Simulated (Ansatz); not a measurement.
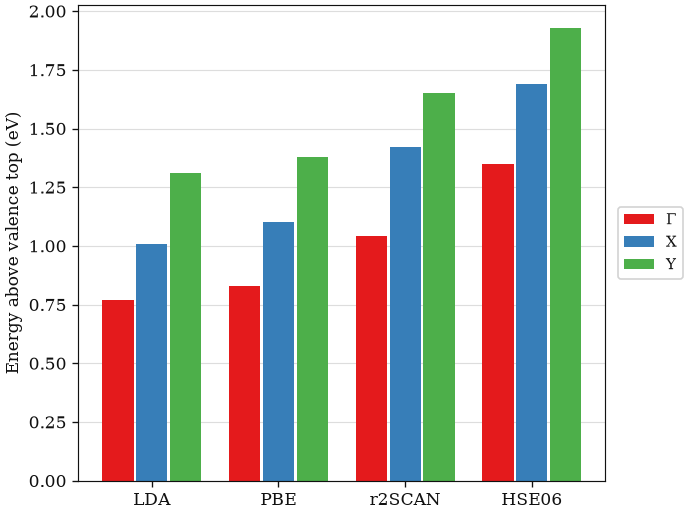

Lowest conduction level at each named k point, counted from the valence-band top at Γ, by several methods on one cell of GeSe, space group Pnma (No. 62), 8 atoms in the cell, relaxed with r2SCAN+rVV10; a = 11.01 Å, b = 3.80 Å, c = 4.54 Å, α = 90.00°, β = 90.00°, γ = 90.00°. All runs are without spin-orbit coupling and carry no moments. In reduced coordinates of the cell that was run, X is (0, 0.5, 0) and Y is (0, 0, 0.5).

```
method  program  Γ (eV)  X (eV)  Y (eV)
   LDA   Ansatz    0.77    1.01    1.31
   PBE   Ansatz    0.83    1.10    1.38
r2SCAN   Ansatz    1.04    1.42    1.65
 HSE06   Ansatz    1.35    1.69    1.93
```

### What does r2SCANh give? It was run as: r2SCANh, Ansatz PAW set, 2×4×4 k mesh, 500 eV cutoff, fixed occupations (Ansatz).

Exact exchange opens the gap over the semilocal values shown, the highest of which is 1.04 eV (r2SCAN) at Γ. r2SCANh gives 1.48 eV at Γ, 1.86 eV at X and 2.09 eV at Y, which is +0.65 eV from PBE at Γ.

### Does r2SCANh shift these levels rigidly from PBE?

The shifts are +0.65 eV at Γ, +0.76 eV at X and +0.71 eV at Y, and at points that aren't plotted +0.78 eV (S), +0.71 eV (Z), +0.70 eV (T), +0.74 eV (U) and +0.79 eV (R): over the named points that both runs hold, a spread of 0.14 eV on a mean of 0.73 eV, so one shift describes them only roughly.

### How do the methods rank at Γ?

From low to high: LDA 0.77, PBE 0.83, r2SCAN 1.04, HSE06 1.35, r2SCANh 1.48 eV.

Settings. LDA: Ansatz PAW set, 2×6×6 k mesh, 420 eV cutoff, fixed occupations (Ansatz 0.2.0). PBE: Ansatz PAW set, 2×6×6 k mesh, 420 eV cutoff, Fermi-Dirac smearing of 0.02 eV (Ansatz 0.2.0). r2SCAN: Ansatz PAW set, 2×6×6 k mesh, 500 eV cutoff, fixed occupations (Ansatz 0.2.0). HSE06: Ansatz PAW set, 2×4×4 k mesh, 420 eV cutoff, fixed occupations (Ansatz).

These are five of the 6 methods that were run on this cell. Spin-orbit coupling is left out, which matters for Se and Ge. The usual form of GeSe is layered orthorhombic. LDA, r2SCAN, HSE06 and r2SCANh: the PAW data sets were made with another functional. LDA, GGA and most meta-GGA functionals understate gaps. HSE06 and r2SCANh: the k mesh is thin for exact exchange. In reduced coordinates of the cell that was run, S is (0, 0.5, 0.5), Z is (0.5, 0, 0), T is (0.5, 0, 0.5), U is (0.5, 0.5, 0) and R is (0.5, 0.5, 0.5).
